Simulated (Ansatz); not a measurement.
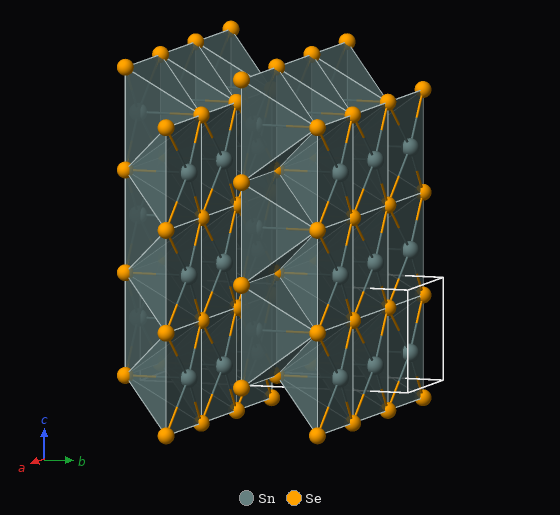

Polyhedra are drawn about Sn (bonds: Se–Sn below 3.3 Å); other atoms are plain spheres.

System SnSe (space group Cmcm, No. 63); source of the atomic positions: coordinates from a relaxation with DFT PBEsol, scalar-relativistic, plane waves, PAW (Ansatz 0.2.0).

Sharing among the drawn polyhedra:

```
site            polyhedron  corner-sharing neighbours  edge-sharing  face-sharing   bond (Å)
  Sn  SnSe5 square pyramid                          4             8             0  2.72–2.98
```

They form layers of corner- and edge-sharing square pyramids parallel to (010).
